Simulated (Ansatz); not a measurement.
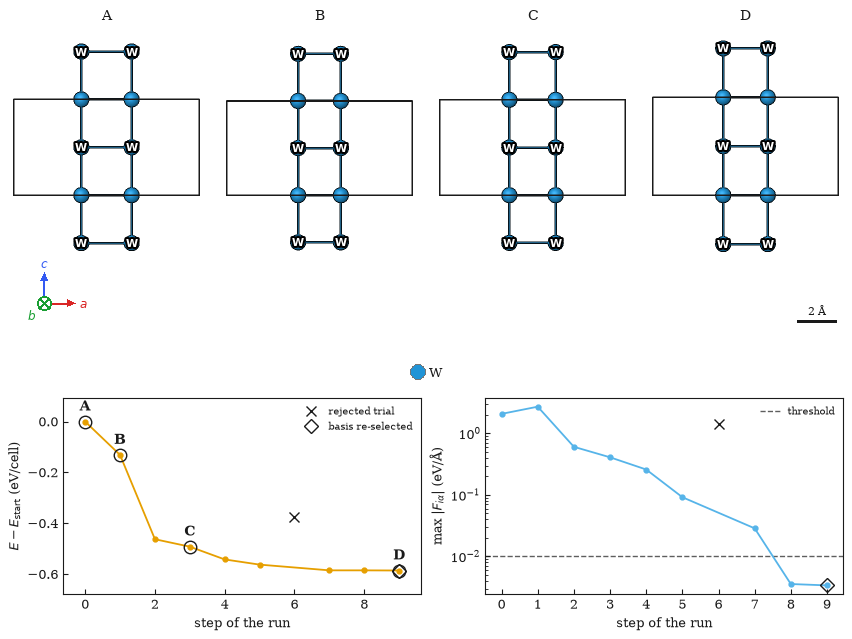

Frames of a relaxation of a wire of composition W, marked on the history of the run. Style: ball-and-stick. Shown: the cell of the calculation, with the vacuum cut short, along the b axis.

Case: ladder chain of atoms.

Method: DFT PBE, scalar-relativistic, plane waves, PAW (Ansatz). Set-up: plane-wave cutoff 420 eV; k-point mesh 1 × 1 × 13; occupations gaussian; smearing width 0.05 eV; collinear spin; cell relaxed at fixed a, b, alpha, beta, gamma; force threshold 0.01 eV/Å; at most 45 steps.

> What happens along the run?

Over 7 accepted moves (9 points after the start) the energy falls by 0.586 eV per cell of the calculation. Largest force component: 2.1 eV/Å at the start, 0.0034 eV/Å at the end. The line search rejected the trial step at point 6 of the run. At 1 point the geometry stayed and the basis and grid were re-selected for the new cell (energy shift of 0.6 meV per cell of the calculation at most each time). The largest moves relative to the layer's centre, 0.15 Å, are those of W atoms. Along the periodic axis the drawn cell goes c 4.963 → 5.069 Å (+2.2 %). Among the contacts that change: W–W 2.605 → 2.306 Å, W–W 2.481 → 2.535 Å. The program noted that the starting moments weren't kept. From step 0 to 1: W atoms move most (0.20 Å), energy −0.131 eV per cell of the calculation. From step 1 to 3: W atoms move most (0.09 Å), energy −0.361 eV per cell of the calculation. From step 3 to 9: W atoms move most (0.05 Å), energy −93.7 meV per cell of the calculation.

| step | E − E(0), meV/atom | largest force component, eV/Å | note |
| --- | --- | --- | --- |
| 0 | 0.00 | 2.0744 |  |
| 1 | -32.79 | 2.7149 |  |
| 2 | -115.66 | 0.6048 |  |
| 3 | -122.99 | 0.4082 |  |
| 4 | -135.53 | 0.2586 |  |
| 5 | -140.63 | 0.0917 |  |
| 6 | -94.07 | 1.4436 | rejected |
| 7 | -146.26 | 0.0286 |  |
| 8 | -146.27 | 0.0036 |  |
| 9 | -146.41 | 0.0034 | same geometry, new basis |

Limits of the set-up: the k-point mesh is coarse for a cell with partly filled bands.
